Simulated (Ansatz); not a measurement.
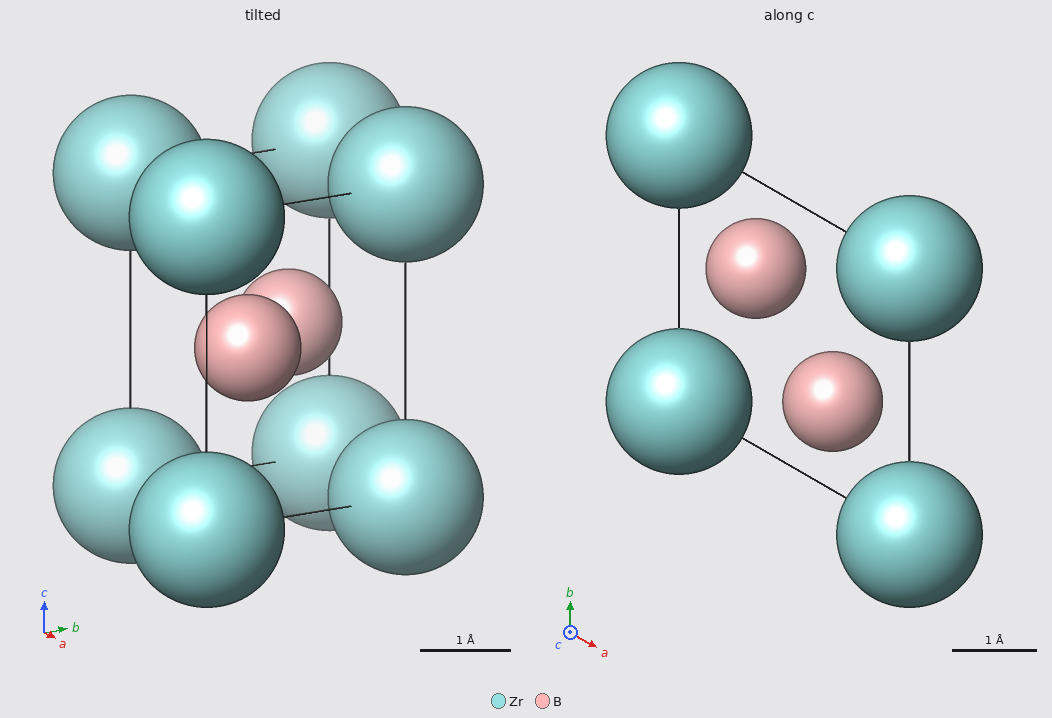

The crystal in a spheres-only representation, seen slightly off an axis and along the c axis. The wireframe shows the conventional unit cell.

ZrB2, AlB₂ type, space group P6/mmm (No. 191), a = 3.171 Å, b = 3.171 Å, c = 3.543 Å, α = 90.00°, β = 90.00°, γ = 120.00°. Origin of the cell: a structure type known for this compound. Earlier steps of the study may have refined or changed the cell and positions. It went into a calculation with Ansatz.

This one geometry was computed with Ansatz (DFT, plane waves, PAW) at four levels of theory: r2SCAN, LDA, PBE with spin-orbit coupling and PBEsol.

### Which level gives the highest pressure at this volume, and what does that say about its equilibrium volume?

Highest: r2SCAN (0.0 GPa) and PBE with spin-orbit coupling (0.0 GPa), which points to the largest equilibrium volume. Lowest, with the smallest volume: LDA (-9.5 GPa). Levels within 0.5 GPa of each other can't be told apart.

### How does the band gap change with the level of theory?

All levels give a metal.

### Collect the results in a table.

| level | cutoff (eV) | k-mesh of the run's cell | gap (eV) | pressure (GPa) |
| --- | --- | --- | --- | --- |
| r2SCAN | 500 | 12×12×10 | metal | 0.0 |
| LDA | 420 | 12×12×10 | metal | -9.5 |
| PBE with spin-orbit coupling | 420 | 12×12×10 | metal | 0.0 |
| PBEsol | 420 | 12×12×10 | metal | -4.8 |

Gaps are taken on the k-mesh or band path of each run.
